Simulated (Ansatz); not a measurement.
The coordinates of a crystal:

```
Al Ni
1.0
     2.83336    0.00000    0.00000
     0.00000    2.83336    0.00000
     0.00000    0.00000    2.83336
Al Ni
1 1
Direct
  0.00000 0.00000 0.00000
  0.50000 0.50000 0.50000
```

> Summarise the structure in words.

The compound is AlNi. Its lattice is primitive cubic, its space group Pm-3m (No. 221). It belongs to the family called caesium chloride (CsCl, B2) type. It has 2 atoms to the cell (1 Al, 1 Ni). Each Al has eight Ni in a cubic arrangement at 2.45 Å. Ni is linked to eight Al in a cubic arrangement at 2.45 Å. The bonds build a three-dimensional framework.

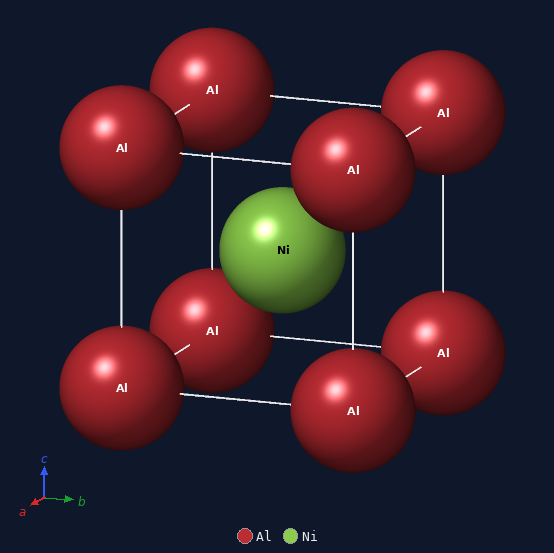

Spheres-only drawing of the structure, looking slightly off an axis. The wireframe shows the conventional unit cell. Colours: aluminium red, nickel green.

The model was built from a structure listed in the Materials Project. Earlier steps of the study may have refined or changed the cell and positions. It went into a calculation with Ansatz.
